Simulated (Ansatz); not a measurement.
# MnS: what the fields show

Input file:

```
crystal:
  lattice:
    - [3.89267489, 1.0e-10, 4.12192e-05]
    - [-1.9463374449, 3.3711553435, -4.12192e-05]
    - [1.9463730038, -1.1237389777, 3.3187953431]
  atoms:
    - { symbol: Mn, position: [-0.003018493, 0.003018493, 0.0090471533], spin: 4.56 }
    - { symbol: S, position: [0.753018493, 0.246981507, 0.7409528467], spin: 0.14 }
basis:
  ecutwfc: 420
kpoints:
  mp_grid: { grid: [9, 9, 10] }
hamiltonian:
  xc: pbe
scf:
  occupations: { method: gaussian, width: 0.1 }
output:
  forces: true
  stress: true
  eigenvalues: true
  populations: true
  write_density: true
  write_potential: true
  elf: true
  volumetric_format: npy
magnetization:
  spin_polarized: true
```

Command:

```sh
ansatz run input.yaml --threads 2 --pin off --max-ram 5120MiB --backend cpu --events-out ev --progress --plain --runs-dir out
```

Below, planes, directions and counts refer to the conventional cell (a = 3.89 Å, b = 3.89 Å, c = 9.96 Å, α = 90.00°, β = 90.00°, γ = 120.00°).

Space group R3m; changed on purpose from its base cell (band edges of the strained film's bulk); spin-polarised.

These are results of DFT PBE, scalar-relativistic, plane waves, PAW in Ansatz, not measurements.

Core electrons are frozen (PAW), and the valence fields are smoothed inside the atomic spheres.

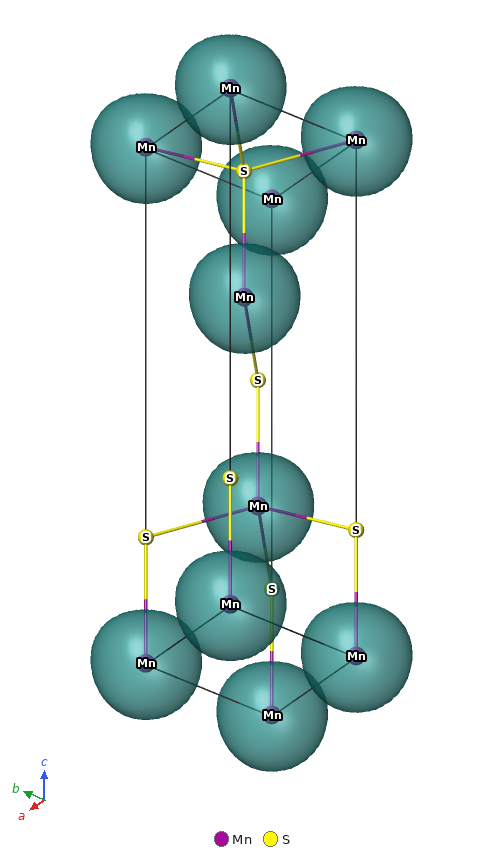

Figure 1. Isosurfaces of the magnetisation density (up minus down) at +0.15 (teal) and −0.15 e/Å³ (pink), seen at an oblique angle. Sticks mark near contacts.

Question: Describe the spin distribution.

Answer: The spin density sits on Mn: +4.1 μB (×3) in one cell of 6 atoms, with smaller moments on other sites: S (up to +0.12 μB): parallel moments, as they must be, since the calculation's own cell holds one magnetic site. The cell of the calculation (2 atoms) carries 4.9 μB of net spin moment. Only one sign reaches the isovalue.

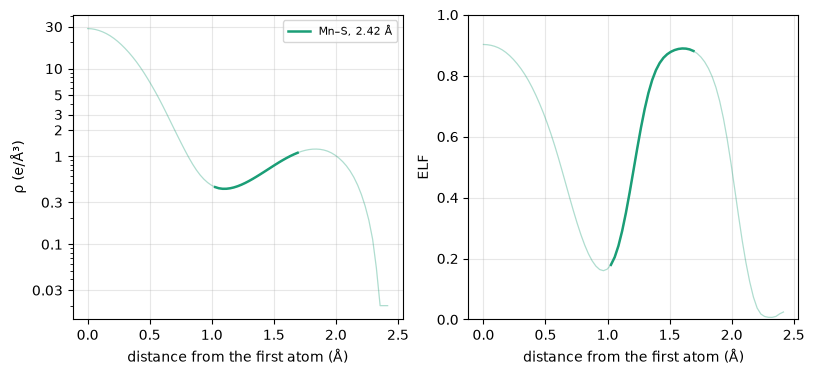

Figure 2. Valence electron density and electron localisation function along straight lines between neighbouring atoms. Thin, pale parts lie inside the atomic spheres.

Question: What can be read from the curves?

Answer: Mn–S (2.42 Å): the density is about 0.46 e/Å³ at the midpoint; the ELF peaks at about 0.90 in the valence shell of S, 0.8 Å from its nucleus, and is about 0.50 at the midpoint.

Question: Does the calculation give a band gap?

Answer: It is gapless in this calculation (a metal or semimetal); semilocal functionals without U, or without the true magnetic order, often close the gap of such compounds.
